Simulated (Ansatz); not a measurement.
## Band-structure calculation, with input and output: GeSi

System: GeSi (P6₃mc, 4 atoms in the cell).
Method: DFT, r2SCAN+rVV10, plane waves, PAW, no spin polarisation (Ansatz 0.2.0).

The structure was built on a prototype by a generator. The geometry comes from this level: r2scan-rvv10.

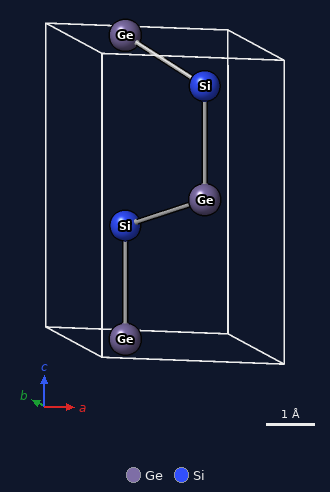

*The structure (ball-and-stick view of the cell of the calculation, seen slightly off an axis).*

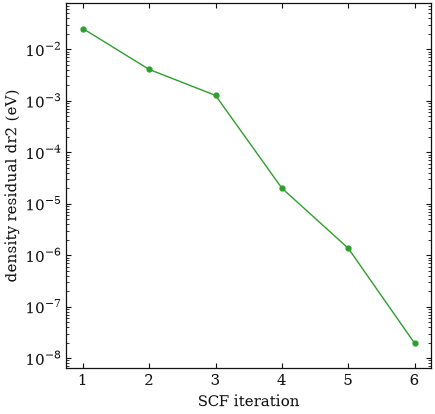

*Convergence of the self-consistent field: density residual dr2 against the SCF iteration.*

The residual falls at every step.

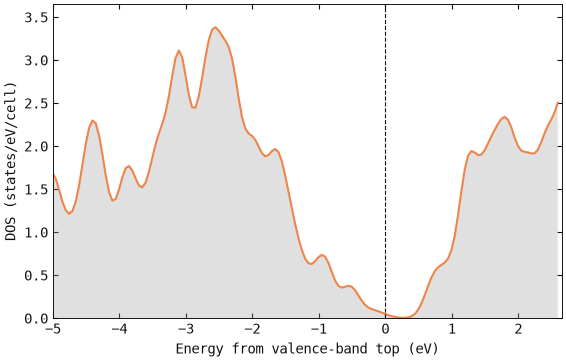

*Density of states (the curve is built from the levels of the k mesh with Gaussians 0.3 eV wide, which also blur the band edges), with energies from the valence-band top.*

There is a gap of 0.61 eV on the k-point mesh. The curves stop near 2.3 eV above the Fermi level, where the computed bands end. Small ripples come from the finite k-point mesh.

These pictures come from the run below.

Input:
```yaml
crystal:
  lattice:
    - [3.8944224589, 0.0, 0.0]
    - [-1.9472112294, 3.3726687825, 0.0]
    - [0.0, 0.0, 6.440258901]
  atoms:
    - { symbol: Ge, position: [0.3333333333, 0.6666666667, 0.0006083268] }
    - { symbol: Ge, position: [0.6666666667, 0.3333333333, 0.5006083268] }
    - { symbol: Si, position: [0.3333333333, 0.6666666667, 0.3743916732] }
    - { symbol: Si, position: [0.6666666667, 0.3333333333, 0.8743916732] }
kpoints:
  mp_grid: { grid: [12, 12, 4] }
  band_path:
    path:
      - [0.0, 0.0, 0.0]
      - [0.5, 0.0, 0.0]
      - [0.3333333333, 0.3333333333, 0.0]
      - [0.0, 0.0, 0.5]
      - [0.5, 0.0, 0.5]
      - [0.3333333333, 0.3333333333, 0.5]
    npoints: 1
hamiltonian:
  xc: r2scan
  dispersion: rvv10
scf:
  occupations: { method: fermi_dirac, width: 0.03 }
  n_extra_bands: 5
output:
  forces: true
  stress: true
  eigenvalues: true
```

Run as:
```bash
ansatz run input.yaml --threads 2 --pin off --max-ram 2211MiB --backend cpu --events-out ev --progress --plain --runs-dir out
```

Output:
```
scf.n_extra_bands = 5 over 18 filled bands (N_el = 36.0): the run solves 23 bands
Engine: ansatz 0.2.0, aarch64-unknown-linux-gnu
Pseudopotentials: kind: paw
Pseudopotential: Ge, paw, valence charge 14, recommended cutoff 500 eV (meta_gga), Ge.paw.azcp
Pseudopotential: Si, paw, valence charge 4, recommended cutoff 500 eV (meta_gga), Si.paw.azcp
Functional definition: r2SCAN+rVV10
  parameter k0 = 0.174
  parameter k1 = 0.065
  parameter a1 = 4.9479
  exchange = r2scan_x(k0 = k0, k1 = k1, a1 = a1)
  correlation = r2scan_c + rvv10(11.95, 0.0093)
Crystal: 4 atoms, lattice volume = 84.590 Å³
Basis set: ecut = 500 eV, 2105 PW (Γ), exchange–correlation on 128×128×216 points (64 copies of the dense FFT grid, shifted against one another)
Bands: 23, of which v1, the nominal top of the filled ones, is band 18 counted from 1 (17 counted from 0)
Symmetry: 12 space group operations
Space group: P63mc (ITA 186), of the structure as read, at distance tolerance 4.4e-5 Å
k-points: 57 of 576 (time reversal used)
Non-local potential: Ge, projectors of the file, l = 0: 2, l = 1: 2, l = 2: 3, l = 3: 1
Non-local potential: Si, projectors of the file, l = 0: 2, l = 1: 2, l = 2: 2
PAW form: soft (Blöchl's): semilocal exchange-correlation on the pseudo side does not see the compensation charge
rVV10 density: all electrons in the spheres
PAW frozen core: Ge, regenerated for the run's functional (the file was generated under x = pbe(κ = 0.804, μ = 0.2195149727645171), c = pbe(β = 0.06672455060314922))
PAW frozen core: Si, regenerated for the run's functional (the file was generated under x = pbe(κ = 0.804, μ = 0.2195149727645171), c = pbe(β = 0.06672455060314922))
PAW one-centre angular grid: Ge, 590 points (default); XC on 160 Gauss nodes
PAW one-centre angular grid: Si, 302 points (default); XC on 160 Gauss nodes
Initial density: superposition of atomic densities (neutral atoms: chi_scale 0, normalization atom), corrected by the library's trained network
Initial wavefunctions: pseudopotential atomic-orbital guess
Functional: x = r2scan, c = r2scan + rvv10(b = 11.95, C = 0.0093); τ floored in thin density (d = 2e-4 eV/Å³)
SCF iter   1: F=—  HF=-9880.451866 eV  |F-HF|=—  |Δ(HF+E_count)|=         —  Δρ=5.57e-3  dr2=2.53e-2  dr2_τ=1.60e-2  ethr=1.77e-3  ⟨swp⟩=6.5  Hψ=6523  notcnv=0
preconditioner: auto → Resta (q_TF=auto, 2.366 Å⁻¹)  ε∞=4.2  [insulator: Δε(μ)=0.589 eV  Ē_g=9.028 eV  σ=0.030 eV  W_gap=1.00  n_scr=22 (ndim 8)  ℏωp=16.1 eV  f_vac=0.012  D(μ)=0.00/eV (n_scr^D=0)  ε∞_Penn≈4.2]
SCF iter   2: F=—  HF=-9880.472338 eV  |F-HF|=—  |Δ(HF+E_count)|=   2.05e-2  Δρ=2.19e-3  dr2=4.06e-3  dr2_τ=4.34e-5  ethr=7.02e-5  ⟨swp⟩=2.4  Hψ=3071  notcnv=0  defer=46
SCF iter   3: F=—  HF=-9880.471468 eV  |F-HF|=—  |Δ(HF+E_count)|=   8.70e-4  Δρ=1.35e-3  dr2=1.27e-3  dr2_τ=1.13e-5  ethr=1.13e-5  ⟨swp⟩=3.0  Hψ=2612  notcnv=0  defer=46
SCF iter   4: F=—  HF=-9880.471248 eV  |F-HF|=—  |Δ(HF+E_count)|=   2.20e-4  Δρ=1.97e-4  dr2=2.00e-5  dr2_τ=1.67e-7  ethr=3.53e-6  ⟨swp⟩=2.0  Hψ=1621  notcnv=0  defer=46
SCF iter   5: F=—  HF=-9880.471249 eV  |F-HF|=—  |Δ(HF+E_count)|=   1.28e-6  Δρ=3.75e-5  dr2=1.36e-6  dr2_τ=1.06e-8  ethr=5.55e-8  ⟨swp⟩=2.0  Hψ=2150  notcnv=0  defer=46
SCF iter   6: F=-9880.471249 eV  HF=-9880.471249 eV  |F-HF|=7.76e-9  |Δ(HF+E_count)|=   2.90e-7  Δρ=5.54e-6  dr2=1.94e-8  dr2_τ=4.91e-10  ethr=2.78e-10  ⟨swp⟩=7.1  Hψ=6532  notcnv=0
SCF 1 converged in 6 iterations: F = -9880.471249 eV  dr2 = 1.94e-8
  greatest PAW one-centre occupation: 0.998 electrons in one spin orbital (limit 2), on the Ge atom at site 1 (counted from 0), in its partial waves of l = 2
NSCF: frozen V_eff on 6 k-points
SCF converged after 6 iterations
Free energy (F): -9880.471249 eV
Harris-Foulkes:  -9880.471249 eV  (|F-HF|=7.76e-9)
Internal energy: -9880.471248 eV  (E = F + TS)
E sigma→0 (E₀):  -9880.471249 eV
Entropy (-TS):   -0.000000 eV (-0.000 meV/atom)
Fermi energy:    7.952507 eV
--- Per-component energies (eV) ---
  E_band       = -320.332305
  E_kinetic    = 303.298453
  E_local      = -5294.388303  (includes V_loc(G=0)·N_el)
  E_nonlocal   = 890.632758
  E_hartree    = 2330.851006
  E_xc         = -238.153523
  E_vxc        = -235.005181  (∫ρ·V_xc dr)
  E_paw        = -5108.052120  (= ΣΔE_a)
  E_vpaw       = -658.086539  (= ΣTr[D̂ρ^β])
  E_aug_tail   = 0.000089  (compensation charges beyond the density's cutoff)
  E_vtau       = 11.514037  (kinetic-family band-sum trace: ∫τ·v_τ [+ j·A + Jᵃ·Aᵃ] dr)
  E_ewald      = -2762.335212
  E_core_change = -2.324397  (= ΣΔE_core)
  E_smearing   = -0.000000  (= −TS)
  E_closure    = -0.000000  (closes the sum)
  Σ components = -9880.471249   (vs F -9880.471249, Δ=0.00e0)
--- Forces (eV/Å), atoms counted from 1 ---
  atom   1  Ge     0.00000000    -0.00000000    -0.00378650
  atom   2  Ge    -0.00000000     0.00000000    -0.00378650
  atom   3  Si     0.00000000    -0.00000000     0.00379132
  atom   4  Si    -0.00000000     0.00000000     0.00379132
  max |Σ_I F_I| component: 9.64e-6 eV/Å
--- Stress (GPa, compression-positive) ---
       -0.023360       0.000000      -0.000000
        0.000000      -0.023360       0.000000
       -0.000000       0.000000      -0.007052
  P = ⅓ Tr σ = -0.0179 GPa (-0.179 kbar)
--- Band table (eV; the first three rows and the last of 57) ---
  k-point 0: bands = ["-17.4882", "-17.4882", "-17.4845", "-17.4845", "-17.4812", "-17.4812", "-17.4538", "-17.4538", "-17.4494", "-17.4494", "-5.5990", "-3.3232", "-0.1579", "5.9833", "5.9833", "7.3079", "7.6580", "7.6580", "8.4492", "9.6317", "9.8713", "9.8713", "10.6146"]
  k-point 1: bands = ["-17.4882", "-17.4881", "-17.4841", "-17.4841", "-17.4817", "-17.4817", "-17.4531", "-17.4531", "-17.4500", "-17.4500", "-5.3934", "-3.9170", "0.8445", "5.4064", "6.1548", "6.1548", "7.2817", "7.2817", "8.6572", "10.0988", "10.2364", "10.2364", "11.6054"]
  k-point 2: bands = ["-17.4881", "-17.4881", "-17.4829", "-17.4829", "-17.4829", "-17.4829", "-17.4515", "-17.4515", "-17.4515", "-17.4515", "-4.7962", "-4.7962", "2.9247", "2.9247", "6.6354", "6.6354", "6.6354", "6.6354", "9.2557", "9.2557", "10.9821", "10.9821", "10.9821"]
  k-point 56: bands = ["-17.4882", "-17.4882", "-17.4781", "-17.4781", "-17.4771", "-17.4771", "-17.4511", "-17.4511", "-17.4510", "-17.4510", "-2.2002", "-2.2002", "-0.4427", "-0.4427", "2.9269", "2.9269", "5.4136", "5.4136", "9.3135", "9.3135", "11.6903", "11.6903", "13.8951"]
```

File bands.tsv:
```
# k_distance	band_0	band_1	band_2	band_3	band_4	band_5	band_6	band_7	band_8	band_9	band_10	band_11	band_12	band_13	band_14	band_15	band_16	band_17	band_18	band_19	band_20	band_21	band_22
# fermi_ev = 7.952507
# lock_threshold_ev = 1e-6
# [0, 0, 0] at k_distance = 0.000000
# [0.5, 0, 0] at k_distance = 0.931486
# [0.3333333333, 0.3333333333, 0] at k_distance = 1.469279
# [0, 0, 0.5] at k_distance = 2.650313
# [0.5, 0, 0.5] at k_distance = 3.581799
# [0.3333333333, 0.3333333333, 0.5] at k_distance = 4.119592
# levels_relative_to = fermi_ev
# free_energy_ev = -9880.471249
# largest_residual_norms_ev = 1.066e-3 1.114e-3 9.213e-4 1.083e-3 1.005e-3 1.129e-3 8.941e-4 1.014e-3 1.033e-3 1.186e-3 1.056e-3 1.477e-3 1.368e-3 1.488e-3 1.464e-3 1.421e-3 1.582e-3 1.729e-3 1.369e-3 5.549e-4 1.710e-3 1.890e-3 1.548e-3
0.000000	-25.440715	-25.440677	-25.436993	-25.436993	-25.433702	-25.433702	-25.406285	-25.406285	-25.401888	-25.401888	-13.551484	-11.275693	-8.110382	-1.969248	-1.969248	-0.644615	-0.294536	-0.294536	0.496649	1.679195	1.918832	1.918832	2.662047
0.931486	-25.445128	-25.439859	-25.434248	-25.431850	-25.427449	-25.426459	-25.408451	-25.404944	-25.402235	-25.398022	-11.352486	-9.795210	-8.672872	-6.956436	-5.272489	-3.646686	-3.438855	-1.917664	0.314809	2.035121	3.188189	3.276516	4.249243
1.469279	-25.439933	-25.439933	-25.433755	-25.430081	-25.430081	-25.428332	-25.405791	-25.403893	-25.403893	-25.400471	-10.381480	-10.381480	-7.667951	-7.667951	-5.766929	-4.110572	-4.110572	-3.852087	0.882009	4.951460	4.951460	5.688544	5.688544
2.650313	-25.440643	-25.440643	-25.435453	-25.435453	-25.435453	-25.435453	-25.404027	-25.404027	-25.404027	-25.404027	-12.748737	-12.748737	-5.027783	-5.027783	-1.317144	-1.317144	-1.317144	-1.317144	1.303153	1.303153	3.029640	3.029640	3.029640
3.581799	-25.443445	-25.443445	-25.430309	-25.430309	-25.428910	-25.428910	-25.406233	-25.406233	-25.400354	-25.400354	-10.671343	-10.671343	-8.215808	-8.215808	-3.035043	-3.035043	-2.955898	-2.955898	0.596378	0.596378	1.773937	1.773938	5.892127
4.119592	-25.440718	-25.440718	-25.430602	-25.430602	-25.429622	-25.429622	-25.403577	-25.403577	-25.403507	-25.403507	-10.152673	-10.152673	-8.395169	-8.395169	-5.025610	-5.025610	-2.538932	-2.538932	1.360975	1.360975	3.737843	3.737843	5.942571
```

Results in brief:

```csv
quantity,value
outcome,converged
space group (tolerance 0.01 Å),P6₃mc (186)
electrons treated,36
free energy,−9880.4712 eV
Fermi energy,7.953 eV
band gap,0.61 eV
pressure,−0.02 GPa
largest force (length of the vector),0.004 eV/Å
hardware,"2 threads of Arm Neoverse V2, 112 GiB of memory available, shared host"
wall time,14 s (CPU time 28 s)
peak memory,0.58 GiB
```
